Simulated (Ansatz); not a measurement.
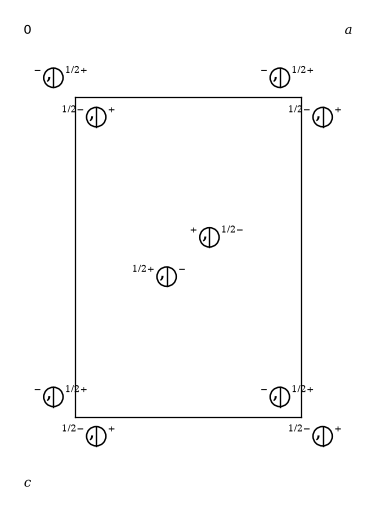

General positions of a space group, projected down b, computed from the operations of a computed or model structure of composition SiNi2.

A circle is a general position, a comma marks the mirror image, + and − with a fraction give the height (along the projection axis: ½+ is ½ plus the coordinate, − is its negative), and a split circle stands for two positions above each other.

Give the Hermann–Mauguin symbol and number.

Answer. No. 62, Pnma; primitive orthorhombic, point group mmm, 8 general positions a cell.

Write the general positions (in any order).

Answer. x, y, z; −x, −y, −z; −x+1/2, −y, z+1/2; x+1/2, y, −z+1/2; x+1/2, −y+1/2, −z+1/2; −x+1/2, y+1/2, z+1/2; −x, y+1/2, −z; x, −y+1/2, z
